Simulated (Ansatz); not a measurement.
**Ge: geometry relaxation (part 2 of 2)**

The same run, continued: Ge (P6₃/mmc, 4 atoms in the cell); DFT, r2SCAN, plane waves, PAW, no spin polarisation (Ansatz 0.2.0); cutoff 500 eV, 6×6×4 k-mesh, Fermi–Dirac smearing of 0.02 eV. The structure was built on a prototype by a generator. The geometry comes from this level: PBE.

Geometry of the input (Å; fractional positions):
```
4.0584  0.0000  0.0000
-2.0292  3.5147  0.0000
0.0000  0.0000  6.6930
Ge 0.3333  0.6667  0.0003
Ge 0.6667  0.3333  0.5003
Ge 0.3333  0.6667  0.3747
Ge 0.6667  0.3333  0.8747
```

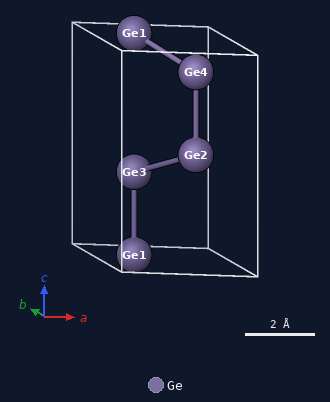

Fig. 1: The geometry at step 2 of the log (ball-and-stick view of the cell of the calculation, seen slightly off an axis; atoms are numbered from 1 in the order of the input).

**Log, continued**
```
relax step   4: F+E_penalty+E_count = -17211.52065233 eV  Δ(F+E_penalty+E_count) = -1.331e-5 eV  max|allowed force component| = 3.179e-3 eV/Å  Δτ_max = 0.0010 Å  P = +0.005 GPa  Ω = 91.244 Å³  energy of the carried Pulay correction = +1.328e-3 eV  (5 SCF iters, dr2 threshold 2.40e-8 eV, accepted)
Initial wavefunctions: pseudopotential atomic-orbital guess (no wavefunctions were taken with the density)
iter 1 solved again at ethr=2.42e-7 eV; its pass at ethr=3.10e-3 eV (dr2=1.36e-4 eV) is discarded
SCF iter   1: F=—  HF=-17211.519457 eV  |F-HF|=—  |Δ(HF+E_count)|=         —  Δρ=3.73e-5  dr2=2.29e-7  dr2_τ=1.17e-6  ethr=2.42e-7  ⟨swp⟩=3.0  Hψ=4281  notcnv=0
preconditioner: auto → Resta (q_TF=auto, 2.515 Å⁻¹)  ε∞=2.5  [insulator: Δε(μ)=0.079 eV  Ē_g=23.368 eV  σ=0.020 eV  W_gap=0.74  n_scr=22 (ndim 8)  ℏωp=29.1 eV  f_vac=0.075  D(μ)=0.21/eV (n_scr^D=0)  ε∞_Penn≈2.5]
SCF iter   2: F=—  HF=-17211.519455 eV  |F-HF|=—  |Δ(HF+E_count)|=   1.97e-6  Δρ=2.70e-5  dr2=2.07e-7  dr2_τ=1.44e-8  ethr=4.08e-10  ⟨swp⟩=2.0  Hψ=1303  notcnv=0
SCF iter   3: F=—  HF=-17211.519455 eV  |F-HF|=—  |Δ(HF+E_count)|=   2.20e-7  Δρ=6.91e-6  dr2=1.25e-8  dr2_τ=1.73e-9  ethr=3.70e-10  ⟨swp⟩=2.0  Hψ=882  notcnv=0
SCF iter   4: F=—  HF=-17211.519455 eV  |F-HF|=—  |Δ(HF+E_count)|=   7.98e-9  Δρ=9.90e-7  dr2=3.51e-10  dr2_τ=7.15e-12  ethr=2.23e-11  ⟨swp⟩=2.0  Hψ=1303  notcnv=0
SCF iter   5: F=-17211.519455 eV  HF=-17211.519455 eV  |F-HF|=3.64e-12  |Δ(HF+E_count)|=  3.31e-10  Δρ=1.57e-7  dr2=1.69e-11  dr2_τ=1.53e-13  ethr=1.00e-12  ⟨swp⟩=4.0  Hψ=3414  notcnv=0
SCF 5 converged in 5 iterations: F = -17211.519455 eV  dr2 = 1.69e-11
relax step   5: F+E_penalty+E_count = -17211.51945498 eV  Δ(F+E_penalty+E_count) = +1.197e-3 eV  max|allowed force component| = 3.202e-3 eV/Å  Δτ_max = 0.0000 Å  P = -0.005 GPa  Ω = 91.244 Å³  stress off target by 2.72e-2 GPa  SCF on the basis re-selected at this cell (its energy is not comparable with the rows above)  (5 SCF iters)
basis re-selected at this cell: Δ(F+E_penalty+E_count) = +1.197e-3 eV, ΔP = -0.010 GPa vs the last step (what re-selecting the basis moved, of the pressure what is left beyond the Pulay correction that the steps carried, after the strain that the cell walked since its last selection, with what the two solves' SCF thresholds leave and, on support functions, any second-order correction that the steps lacked; it is no measure of the basis error at this ecutwfc). This SCF's stress stands 2.72e-2 GPa from its target on what of the cell is left free (relax.cell.stress_tol is 5.00e-2 GPa) and its largest allowed force component is 3.20e-3 eV/Å (relax.f_tol is 5.00e-3 eV/Å): within both
SCF converged after 5 iterations
Free energy (F): -17211.519455 eV
Harris-Foulkes:  -17211.519455 eV  (|F-HF|=3.64e-12)
Internal energy: -17211.519164 eV  (E = F + TS)
E sigma→0 (E₀):  -17211.519309 eV
Entropy (-TS):   -0.000291 eV (-0.073 meV/atom)
Fermi energy:    8.505040 eV
--- Per-component energies (eV) ---
  E_band       = -640.067260
  E_kinetic    = 444.121367
  E_local      = -9924.956758  (includes V_loc(G=0)·N_el)
  E_nonlocal   = 1680.319700
  E_hartree    = 4360.067286
  E_xc         = -276.353244
  E_vxc        = -271.536853  (∫ρ·V_xc dr)
  E_paw        = -8136.948555  (= ΣΔE_a)
  E_vpaw       = -1303.381617  (= ΣTr[D̂ρ^β])
  E_aug_tail   = 0.000066  (compensation charges beyond the density's cutoff)
  E_vtau       = 15.232752  (kinetic-family band-sum trace: ∫τ·v_τ [+ j·A + Jᵃ·Aᵃ] dr)
  E_ewald      = -5353.425964
  E_core_change = -4.343063  (= ΣΔE_core)
  E_smearing   = -0.000291  (= −TS)
  E_closure    = 0.000000  (closes the sum)
  Σ components = -17211.519455   (vs F -17211.519455, Δ=0.00e0)
--- Forces (eV/Å), atoms counted from 1 ---
  atom   1  Ge     0.00000000    -0.00000000    -0.00320211
  atom   2  Ge     0.00000000     0.00000000    -0.00320211
  atom   3  Ge     0.00000000    -0.00000000     0.00320211
  atom   4  Ge     0.00000000     0.00000000     0.00320211
  max |Σ_I F_I| component: 2.08e-17 eV/Å
--- Stress (GPa, compression-positive) ---
        0.006478       0.000000       0.000000
       -0.000000       0.006478       0.000000
        0.000000       0.000000      -0.027234
  P = ⅓ Tr σ = -0.0048 GPa (-0.048 kbar)
--- Band table (eV; the first three rows and the last of 21) ---
  k-point 0: bands = ["-17.1610", "-17.1610", "-17.1241", "-17.1201", "-17.1201", "-17.1102", "-17.0935", "-17.0935", "-17.0371", "-17.0371", "-16.9051", "-16.9051", "-16.8969", "-16.8801", "-16.8741", "-16.8741", "-16.8504", "-16.8504", "-16.8230", "-16.8230", "-4.9695", "-2.8190", "0.4589", "6.7710", "6.7710", "8.1730", "8.4578", "8.4578", "8.5364", "8.7525", "10.7610", "10.7610", "11.2837", "13.1706"]
  k-point 1: bands = ["-17.1565", "-17.1565", "-17.1294", "-17.1294", "-17.1214", "-17.1115", "-17.0830", "-17.0830", "-17.0453", "-17.0453", "-16.8993", "-16.8993", "-16.8952", "-16.8832", "-16.8775", "-16.8775", "-16.8464", "-16.8464", "-16.8269", "-16.8269", "-4.7724", "-3.3681", "1.4084", "5.8591", "6.9445", "6.9445", "8.0797", "8.0797", "8.7408", "9.9657", "11.1499", "11.1499", "11.9035", "12.7512"]
  k-point 2: bands = ["-17.1446", "-17.1446", "-17.1446", "-17.1446", "-17.1158", "-17.1158", "-17.0638", "-17.0638", "-17.0638", "-17.0638", "-16.8899", "-16.8899", "-16.8873", "-16.8873", "-16.8873", "-16.8873", "-16.8366", "-16.8366", "-16.8366", "-16.8366", "-4.2013", "-4.2013", "3.4185", "3.4185", "7.4295", "7.4295", "7.4295", "7.4295", "9.3214", "9.3214", "11.9291", "11.9291", "11.9291", "11.9291"]
  k-point 20: bands = ["-17.1766", "-17.1766", "-17.1555", "-17.1555", "-17.0858", "-17.0858", "-17.0156", "-17.0156", "-16.9886", "-16.9886", "-16.9713", "-16.9713", "-16.9336", "-16.9336", "-16.9031", "-16.9031", "-16.8276", "-16.8276", "-16.7976", "-16.7976", "-1.7109", "-1.7109", "-0.1045", "-0.1045", "3.8965", "3.8965", "6.2058", "6.2058", "9.8798", "9.8798", "12.7774", "12.7774", "14.5376", "14.5376"]
--- Relaxed structure (4 steps of the walk, 4 accepted, 1 SCFs on fresh bases) ---
  F+E_penalty+E_count = -17211.51945498 eV   max|allowed force component| = 3.202e-3 eV/Å   (the final SCF, on the basis selected at the relaxed cell)
  cell:  # Å, volume = 91.2439 Å³
    - [3.9976142537343597, -2.843506411900643e-11, 0.0]
    - [-1.9988071268425545, 3.4620354982789436, 0.0]
    - [0.0, 0.0, 6.59282002480129]
  atoms:
    - { symbol: Ge, position: [0.33333333333333337, 0.6666666666666666, 0.000369647376523137] }
    - { symbol: Ge, position: [0.6666666666666666, 0.33333333333333326, 0.500369647376523] }
    - { symbol: Ge, position: [0.33333333333333337, 0.6666666666666666, 0.37463035262347677] }
    - { symbol: Ge, position: [0.6666666666666666, 0.33333333333333326, 0.8746303526234767] }
```

**File v_z.tsv**
```
# z_ang	v_es[eV]	v_tot[eV]
# format = ansatz-planar-average/11
# xc	r2scan
# density_cutoff_ev	2000
# datasets	Ge=:simpson_from_first_knot:soft:shift=0
# lattice	3.997614254	-0.000000000	0.000000000
# lattice	-1.998807127	3.462035498	0.000000000
# lattice	0.000000000	0.000000000	6.592820025
# sites	4
# site	32	0.000000000	2.308023666	0.002437019
# site	32	1.998807127	1.154011833	3.298847031
# site	32	0.000000000	2.308023666	2.469870491
# site	32	1.998807127	1.154011833	5.766280503
0.000000	5.851285e-1	-1.114499e1
0.131856	1.678079e0	-9.501640e0
0.263713	2.811384e0	-7.772074e0
0.395569	4.051094e0	-5.833362e0
0.527426	5.394486e0	-3.715642e0
0.659282	6.813969e0	-1.581340e0
0.791138	8.208336e0	3.707374e-1
0.922995	9.333286e0	1.869164e0
1.054851	1.000459e1	2.682296e0
1.186708	1.028824e1	3.150543e0
1.318564	1.024807e1	3.066885e0
1.450420	9.878246e0	2.524225e0
1.582277	9.091893e0	1.561158e0
1.714133	7.873777e0	-9.025324e-2
1.845990	6.454840e0	-2.104980e0
1.977846	5.050417e0	-4.253781e0
2.109702	3.730047e0	-6.340745e0
2.241559	2.520435e0	-8.217475e0
2.373415	1.401987e0	-9.923060e0
2.505272	3.240151e-1	-1.152027e1
2.637128	-5.665329e-1	-1.275662e1
2.768984	-1.088832e0	-1.347966e1
2.900841	-1.224727e0	-1.365833e1
3.032697	-9.960205e-1	-1.335274e1
3.164554	-3.740277e-1	-1.249117e1
3.296410	5.851285e-1	-1.114499e1
3.428266	1.678079e0	-9.501640e0
3.560123	2.811384e0	-7.772074e0
3.691979	4.051094e0	-5.833362e0
3.823836	5.394486e0	-3.715642e0
3.955692	6.813969e0	-1.581340e0
4.087548	8.208336e0	3.707374e-1
4.219405	9.333286e0	1.869164e0
4.351261	1.000459e1	2.682296e0
4.483118	1.028824e1	3.150543e0
4.614974	1.024807e1	3.066885e0
4.746830	9.878246e0	2.524225e0
4.878687	9.091893e0	1.561158e0
5.010543	7.873777e0	-9.025324e-2
5.142400	6.454840e0	-2.104980e0
5.274256	5.050417e0	-4.253781e0
5.406112	3.730047e0	-6.340745e0
5.537969	2.520435e0	-8.217475e0
5.669825	1.401987e0	-9.923060e0
5.801682	3.240151e-1	-1.152027e1
5.933538	-5.665329e-1	-1.275662e1
6.065394	-1.088832e0	-1.347966e1
6.197251	-1.224727e0	-1.365833e1
6.329107	-9.960205e-1	-1.335274e1
6.460964	-3.740277e-1	-1.249117e1
```

**Trajectory as extended XYZ (Å, eV, eV/Å), 5 frames, from step=1 to step=5**
```
4
Lattice="4.0584 0.0000 0.0000 -2.0292 3.5147 0.0000 0.0000 0.0000 6.6930" Properties=species:S:1:pos:R:3:forces:R:3 step=1 energy=-17211.48130 pressure_GPa=-2.69
Ge    0.0000    2.3431    0.0021    0.0000   0.0000   0.0088
Ge    2.0292    1.1716    3.3486    0.0000   0.0000   0.0088
Ge    0.0000    2.3431    2.5077    0.0000   0.0000  -0.0088
Ge    2.0292    1.1716    5.8542    0.0000   0.0000  -0.0088
4
Lattice="4.0061 0.0000 0.0000 -2.0031 3.4694 0.0000 0.0000 0.0000 6.6009" Properties=species:S:1:pos:R:3:forces:R:3 step=2 energy=-17211.51986 pressure_GPa=-0.38
Ge    0.0000    2.3129    0.0029    0.0000   0.0000  -0.0229
Ge    2.0031    1.1565    3.3033    0.0000   0.0000  -0.0229
Ge    0.0000    2.3129    2.4725    0.0000   0.0000   0.0229
Ge    2.0031    1.1565    5.7729    0.0000   0.0000   0.0229
4
Lattice="3.9975 0.0000 0.0000 -1.9987 3.4619 0.0000 0.0000 0.0000 6.5869" Properties=species:S:1:pos:R:3:forces:R:3 step=3 energy=-17211.52064 pressure_GPa=0.08
Ge    0.0000    2.3080    0.0014    0.0000   0.0000   0.0128
Ge    1.9987    1.1540    3.2949    0.0000   0.0000   0.0128
Ge    0.0000    2.3080    2.4686    0.0000   0.0000  -0.0128
Ge    1.9987    1.1540    5.7621    0.0000   0.0000  -0.0128
4
Lattice="3.9976 0.0000 0.0000 -1.9988 3.4620 0.0000 0.0000 0.0000 6.5928" Properties=species:S:1:pos:R:3:forces:R:3 step=4 energy=-17211.52065 pressure_GPa=0.00
Ge    0.0000    2.3080    0.0024    0.0000   0.0000  -0.0032
Ge    1.9988    1.1540    3.2988    0.0000   0.0000  -0.0032
Ge    0.0000    2.3080    2.4699    0.0000   0.0000   0.0032
Ge    1.9988    1.1540    5.7663    0.0000   0.0000   0.0032
4
Lattice="3.9976 0.0000 0.0000 -1.9988 3.4620 0.0000 0.0000 0.0000 6.5928" Properties=species:S:1:pos:R:3:forces:R:3 step=5 energy=-17211.51946 pressure_GPa=-0.00
Ge    0.0000    2.3080    0.0024    0.0000   0.0000  -0.0032
Ge    1.9988    1.1540    3.2988    0.0000   0.0000  -0.0032
Ge    0.0000    2.3080    2.4699    0.0000   0.0000   0.0032
Ge    1.9988    1.1540    5.7663    0.0000   0.0000   0.0032
```

**Key numbers**

| quantity | value |
| --- | --- |
| outcome | converged |
| space group (tolerance 0.01 Å) | P6₃/mmc (194) |
| electrons treated | 56 |
| free energy | −17211.5195 eV |
| Fermi energy | 8.505 eV |
| band gap | 0.08 eV |
| pressure | 0.00 GPa |
| final volume | 91.24 Å³ |
| largest force (length of the vector) at the end | 0.003 eV/Å |
| final cell | a = 3.998 Å, b = 3.998 Å, c = 6.593 Å, α = 90.00°, β = 90.00°, γ = 120.00° |
| hardware | 4 threads of Intel Xeon @ 2.50GHz (Skylake/Cascade Lake), 64 GiB of memory available, shared host |
| wall time | 10 s (CPU time 39 s) |
| peak memory | 0.69 GiB |
